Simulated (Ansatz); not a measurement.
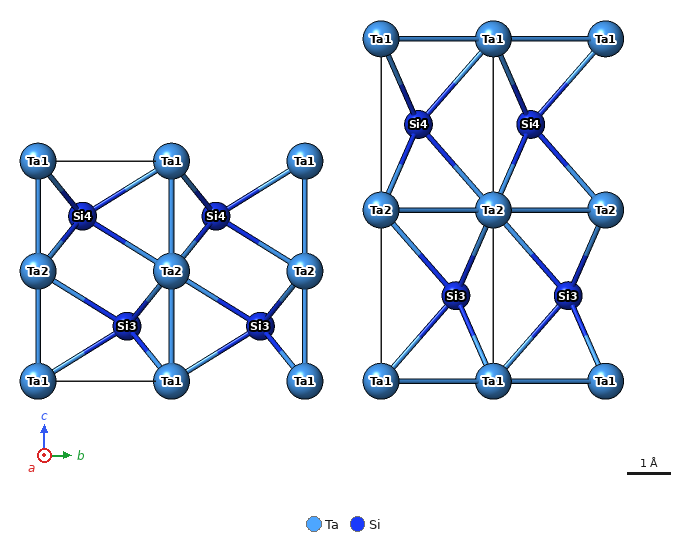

Two geometries of solid TaSi (built on the nickel arsenide_194 type) (coarse preliminary run), drawn at one scale. One is the start of a relaxation, the other its converged end. Style: ball-and-stick. Shown: the cell of the calculation, repeated 1 × 2 × 1 with one cell outlined, along the a axis.

The calculation used DFT PBE, scalar-relativistic, plane waves, PAW in Ansatz. Set-up: plane-wave cutoff 420 eV; k-point mesh 6 × 6 × 4; occupations gaussian; smearing width 0.1 eV; no spin polarisation; cell and atoms relaxed; force threshold 0.04 eV/Å; at most 70 steps.

Q: Which geometry has the lower energy?

A: The right one is the relaxed one. Case: nickel arsenide type (P6_3/mmc, No. 194). The atoms keep their places relative to the cell (all moves are under 0.005 Å). The volume changes by +10.2 %, with a = b 3.610 → 3.038 Å (−15.8 %), c 5.157 → 8.022 Å (+55.5 %). Near-neighbour distances that change, for instance: Ta1–Ta2 2.579 → 4.011 Å, Ta1–Ta1 3.610 → 3.038 Å, Si3–Si3 3.610 → 3.038 Å, Ta1–Si3 2.451 → 2.664 Å. Bonds break: Ta1–Ta2 (2.58 → 4.01 Å). Among the angles between lasting bonds that change: Ta1–Si3–Ta2 63.5° → 97.7°, Ta1–Si3–Ta1 94.9° → 69.5°, Si3–Ta1–Si4 85.1° → 110.5°. The space group stays P6_3/mmc (No. 194). The energy falls by 3.648 eV per cell of the calculation in 16 accepted moves (18 points after the start). All forces vanish by symmetry, so only the cell relaxes. The pressure goes from 59.16 to 0.06 GPa. At 2 points the geometry stayed and the basis and grid were re-selected for the new cell (energy shift of 0.130 eV per cell of the calculation at most each time).
